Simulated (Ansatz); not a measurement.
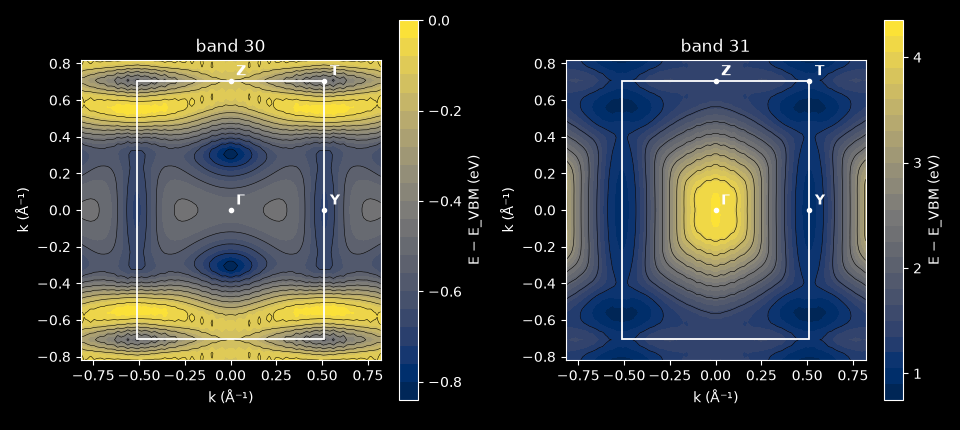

Two bands of PbSe (space group Cmcm, No. 63) over the plane through Γ, Y and T: the highest mostly filled and the lowest mostly empty one.

Method: DFT PBEsol, scalar-relativistic, plane waves, PAW; levels and slopes on a dense k mesh at the converged density (Ansatz). No spin polarisation. The levels come from a k mesh of 20×20×18 points. The geometry was not relaxed. The cell comes from a database of computed structures, not from a measurement.

Question: Give both levels and their distance at the named points.

Answer:
```tsv
point	lower band (eV)	upper band (eV)	distance (eV)
Γ	−0.50	4.28	4.78
Y	−0.69	0.99	1.68
T	−0.53	1.17	1.70
Z	−0.15	1.37	1.52
```

Question: Where are the band edges of the whole zone?

Answer: The valence band has two equivalent maxima on the T–Y line, principal masses 0.10, 0.13 and 2.34 mₑ; the conduction band has two equivalent minima on the Σ₀–Γ line, principal masses 0.11, 0.11 and 0.19 mₑ. The gap is indirect, 0.77 eV at this level of theory, which underestimates gaps and can reorder valleys that lie close. It is nearly direct: the smallest vertical gap, on the T–Y line, is only 0.81 eV, so the kind of gap isn't settled at this level. Another valley lies within 0.05 eV of an edge, so the kind of gap can change with the cell or the functional.

Spin-orbit coupling, left out here, can change the gap, its kind, the place of the band edges and the masses, since the compound holds Pb and Se.
